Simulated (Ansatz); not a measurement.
System SnO (space group P6_3mc, No. 186); source of the atomic positions: the input geometry of an electronic-structure calculation (not necessarily at equilibrium); the starting structure was generated, so it need not be a known form of this composition.

```
Sn O
1.0
     3.29816    0.00000    0.00000
    -1.64908    2.85629    0.00000
     0.00000    0.00000    9.21637
Sn O
2 2
Direct
  0.33333 0.66667 0.00664
  0.66667 0.33333 0.50664
  0.33333 0.66667 0.61836
  0.66667 0.33333 0.11836
```

Describe how the polyhedra about Sn are linked (bonds: O–Sn below 2.4 Å).

Sn: SnO3 trigonal pyramid, sharing corners with six neighbours.

They form layers of corner-sharing trigonal pyramids parallel to (001).

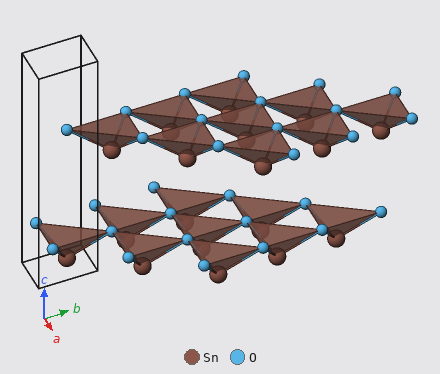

Polyhedra are drawn about Sn (bonds: O–Sn below 2.4 Å); other atoms are plain spheres.
